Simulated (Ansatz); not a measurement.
C

The calculation's input:

```
crystal:
  lattice:
    - [0.0, 1.754838677, 1.754838677]
    - [1.754838677, 0.0, 1.754838677]
    - [1.754838677, 1.754838677, 0.0]
  atoms:
    - { symbol: C, position: [0.0, 0.0, 0.0] }
    - { symbol: C, position: [0.25, 0.25, 0.25] }
basis:
  ecutwfc: 420
kpoints:
  mp_grid: { grid: [8, 8, 8] }
hamiltonian:
  xc: hse06
scf:
  occupations: { method: gaussian, width: 0.02 }
output:
  forces: true
  stress: true
  eigenvalues: true
  write_density: true
  write_potential: true
  elf: true
  volumetric_format: npy
```

Command:

```sh
ansatz run input.yaml --threads 4 --pin off --max-ram 10240MiB --backend cpu --events-out ev --progress --plain --runs-dir out
```

Below, planes, directions and counts refer to the conventional cell (a = 3.51 Å, b = 3.51 Å, c = 3.51 Å, α = 90.00°, β = 90.00°, γ = 90.00°).

Space group Fd-3m; changed on purpose from its base cell (volume × 0.97); computed pressure about 15 GPa in this cell.

The calculation used DFT HSE06, scalar-relativistic, plane waves, PAW (Ansatz).

> What can the converged valence pseudo-density and electron localisation function tell about the bonding?

C–C (1.52 Å): ρ at the midpoint is about 1.7 e/Å³; the ELF peaks at about 0.95 between the atoms (localised, covalent bonding).

> Metal or insulator at this level of theory?

It is gapped, with a Kohn–Sham gap of 5.4 eV on the k-point mesh, an upper bound to the gap of this method.

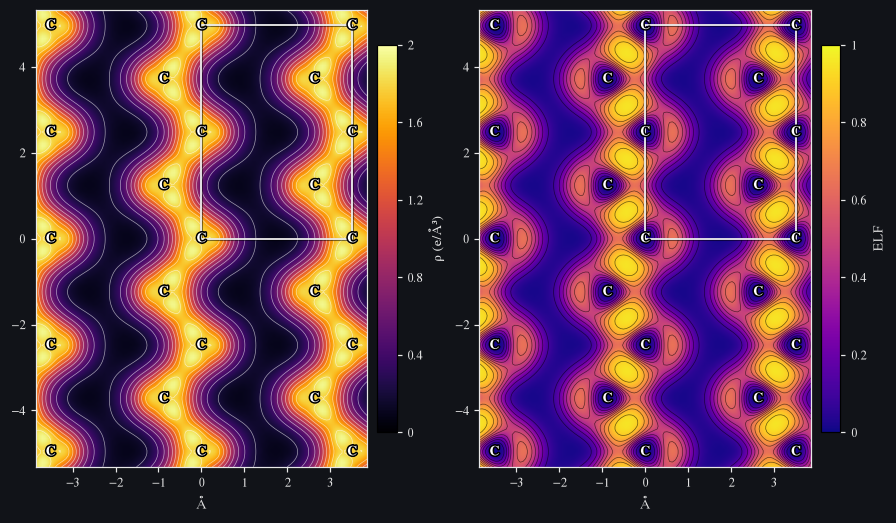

Computed valence pseudo-density and electron localisation function on the (101) plane of the conventional cell, in this order. 

In a PAW calculation such maps are meaningful between the atoms, not at the nuclei.
